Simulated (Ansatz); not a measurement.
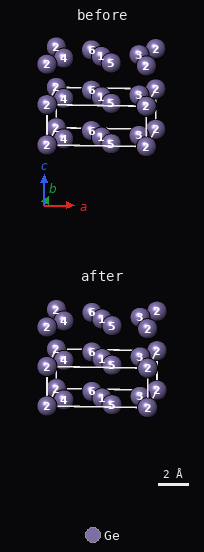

The structure of a crystal of Ge (a generated structure, set up in P4/mbm) before (top) and after (bottom) a relaxation, at one scale.

The picture is a spheres-only view of the cell of the calculation, repeated 1 × 1 × 2 with one cell outlined, seen from a free direction.

Method: DFT PBE, scalar-relativistic, plane waves, PAW in Ansatz 0.2.0. Set-up: plane-wave cutoff 420 eV; k-point mesh 6 × 6 × 14; occupations gaussian; smearing width 0.1 eV; no spin polarisation; cell and atoms relaxed; force threshold 0.01 eV/Å; at most 80 steps.

### What changed between the two?

Over 3 accepted moves (4 points after the start) the energy falls by 7.7 meV per atom. The largest force component goes from 0.069 to 0.00014 eV/Å. The pressure goes from 0.23 to 0.00 GPa. The SCF was repeated once at an unchanged geometry on a basis and grid sized afresh for the cell, which shifted the energy by less than 0.05 meV per atom at most. No atom moves by more than 0.005 Å relative to the cell. The drawn cell changes as follows: a = b 6.742 → 6.821 Å (+1.2 %), c 2.767 → 2.707 Å (−2.2 %); the volume changes by +0.1 %. Near-neighbour distances that change, for instance: Ge1–Ge1 2.767 → 2.707 Å, Ge3–Ge4 2.547 → 2.583 Å, Ge1–Ge3 2.630 → 2.659 Å. The space group stays P4/mbm (No. 127). The run took 3.3 min on 1 thread of Arm Neoverse V1, on a shared host, peak memory 0.62 GiB.
